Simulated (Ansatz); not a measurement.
The cell of HfO2 in space group P4_2/nmc. Origin of the cell: the end point of a relaxation with DFT, PAW plane waves, pbe (Ansatz 0.2.0); the starting structure was generated, so it need not be a known form of this composition.

```yaml
crystal:
  lattice:
    - [3.60454, 0.00000, 0.00000]
    - [0.00000, 3.60454, 0.00000]
    - [0.00000, 0.00000, 5.26482]
  atoms:
    - { symbol: O, position: [0.00000, 0.50000, 0.19320] }
    - { symbol: O, position: [0.00000, 0.50000, 0.69320] }
    - { symbol: O, position: [0.50000, 0.00000, 0.30680] }
    - { symbol: O, position: [0.50000, 0.00000, 0.80680] }
    - { symbol: Hf, position: [0.00000, 0.00000, 0.00000] }
    - { symbol: Hf, position: [0.50000, 0.50000, 0.50000] }
```

Bond valence s = exp((R0 − d)/b), R0 fitted to published crystal structures with b = 0.37 Å, summed over all anions within 5 Å; R0 in Å: Hf4+–O 1.921.

Calculate the bond-valence sums (anions within 5 Å).

Answer.
```csv
site,"x, y, z",formal valence,bond-valence sum,difference
O1,"0.000, 0.500, 0.193",−2,1.88,-0.12
Hf1,"0.000, 0.000, 0.000",+4,3.76,-0.24
```

The global instability index (root mean square of the differences over all atoms) is 0.17 v.u.: moderate strain, common in real structures. Cells relaxed with PBE tend to have slightly long bonds, which lowers the sums.

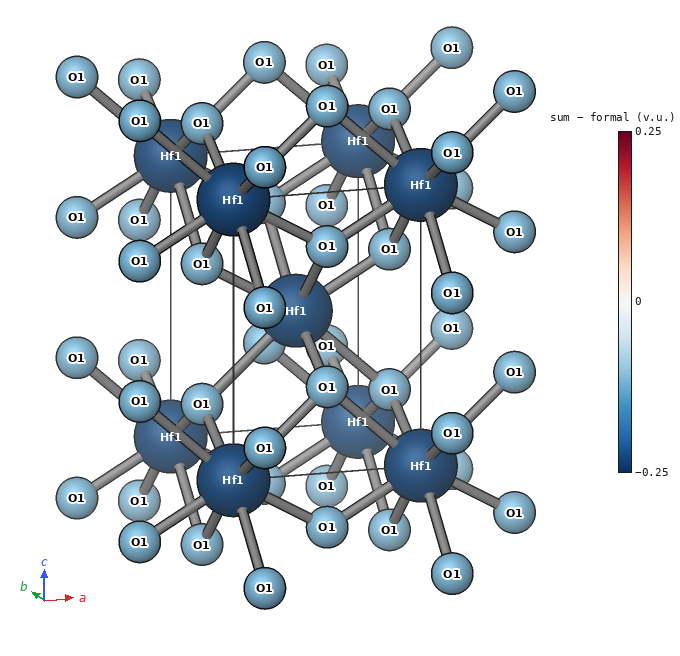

Atoms coloured by sum less the size of the formal valence, view slightly off an axis.
